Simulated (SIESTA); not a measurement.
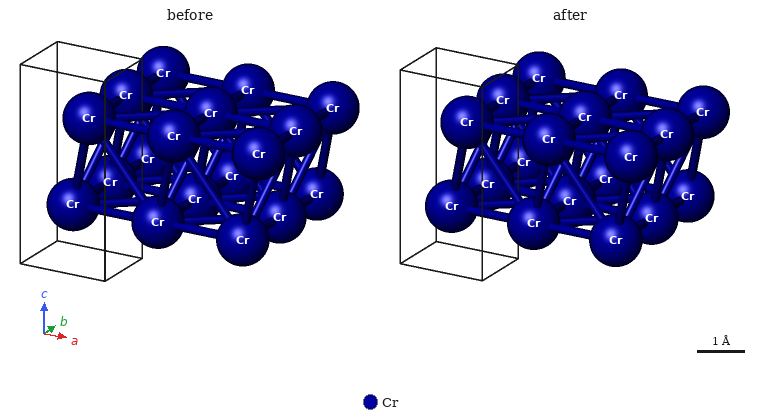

The structure of crystalline Cr (set up in P6_3/mmc) before (left) and after (right) a relaxation, at one scale.

The picture is a ball-and-stick view of the cell of the calculation, repeated 3 × 3 × 1 with one cell outlined, seen slightly off an axis.

The run lets cell and atoms move.

Level of theory: Kohn-Sham DFT of a periodic cell, PBEsol, PseudoDojo 0.4 standard, converted to PSML in SIESTA.

The input:
```
SystemName                      Chromium
SystemLabel                     Cr
NumberOfSpecies                 1
NumberOfAtoms                   2
%block ChemicalSpeciesLabel
  1  24 Cr
%endblock ChemicalSpeciesLabel

LatticeConstant                 1.0 Ang
%block LatticeVectors
     2.7140000000     0.0000000000     0.0000000000
    -1.3570000000     2.3503929459     0.0000000000
     0.0000000000     0.0000000000     4.4100000000
%endblock LatticeVectors
AtomicCoordinatesFormat         Fractional
%block AtomicCoordinatesAndAtomicSpecies
     0.6666666667     0.3333333333     0.7500000000  1  Cr
     0.3333333333     0.6666666667     0.2500000000  1  Cr
%endblock AtomicCoordinatesAndAtomicSpecies

%block kgrid.MonkhorstPack
    8   0   0  0.0
    0   8   0  0.0
    0   0   4  0.0
%endblock kgrid.MonkhorstPack
XC.Functional                   GGA
XC.Authors                      PBEsol
PAO.BasisSize                   DZP
PAO.EnergyShift                 0.003 Ry
Mesh.Cutoff                     800 Ry
Spin                            polarized
%block DM.InitSpin
    1   3.000
    2   3.000
%endblock DM.InitSpin
OccupationFunction              FD
ElectronicTemperature           0.05 eV
MaxSCFIterations                200
SCF.MustConverge                false
SCF.Mixer.Method                Pulay
SCF.Mixer.Weight                0.1
SCF.Mixer.History               10
SCF.DM.Tolerance                5.0e-05
SCF.H.Tolerance                 1.0e-03 eV
WriteForces                     true
Charge.Mulliken                 end
MD.TypeOfRun                    CG
MD.Steps                        40
MD.MaxForceTol                  0.02 eV/Ang
MD.MaxDispl                     0.1 Ang
WriteCoorStep                   true
AtomCoorFormatOut               Fractional
MD.VariableCell                 true
MD.MaxStressTol                 0.1 GPa
Target.Pressure                 5 GPa
%block PAO.Basis
  Cr 5
  n=3 0 2
    2.890 0.000
  n=4 0 2
    8.651 0.000
  n=3 1 2
    3.273 0.000
  n=4 1 1
    8.651
  n=3 2 2
    6.355 0.000
%endblock PAO.Basis
```

Command:
```bash
siesta < Cr.fdf > Cr.out 2>&1
```

Describe what moved and what it gained.

The run was cut off at its time limit before the relaxation converged, so the last structure is only a point on the way. Over 2 geometry steps the energy falls by 0.449 eV per cell of the calculation. With the target pressure of 5 GPa, the enthalpy E + pV changes by −0.525 eV per cell of the calculation. Pressure: −32.96 GPa at the start and −23.19 GPa at the end. The atoms keep their places relative to the cell (all moves are under 0.005 Å). The volume changes by −8.7 %, with a = b 2.714 → 2.630 Å (−3.1 %), c 4.410 → 4.288 Å (−2.8 %). Among the contacts that change: Cr–Cr 2.714 → 2.630 Å. The space group stays P6_3/mmc (No. 194). The run took 36 min on 1 thread of Arm Neoverse N1, with other jobs on the host, peak memory 0.38 GiB.
